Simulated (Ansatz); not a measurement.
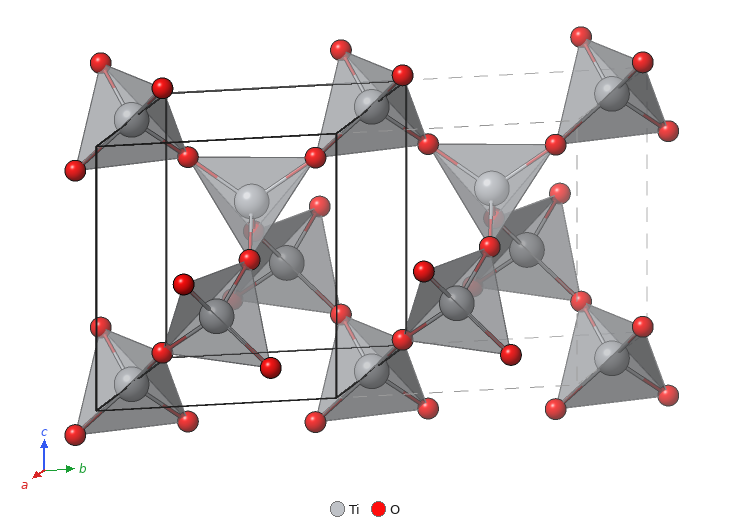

A polyhedral rendering, viewed slightly off an axis. The solid box is one conventional unit cell, and 1×2×1 cells are shown. Some neighbours outside the box are added.

TiO2, space group P6_422 (No. 181), a = 5.71 Å, b = 5.71 Å, c = 6.27 Å, α = 90.00°, β = 90.00°, γ = 120.00°.

Run with Ansatz, DFT, r2SCAN, plane waves, PAW and these settings: a kinetic-energy cutoff of 500 eV, a 6×6×4 sampling of the Brillouin zone, no spin polarisation.

**Does it come out as a metal, or with a gap?**

An insulator at this level, with a gap of 3.90 eV, indirect; the smallest direct gap is 3.99 eV.

**What is the clamped-ion dielectric constant?**

ε∞ averages 3.4.

Starting structure: a structure type filled with these elements by a generator (whether the compound takes this form wasn't checked). Earlier steps of the study may have refined or changed the cell and positions. It went into a calculation with Ansatz.
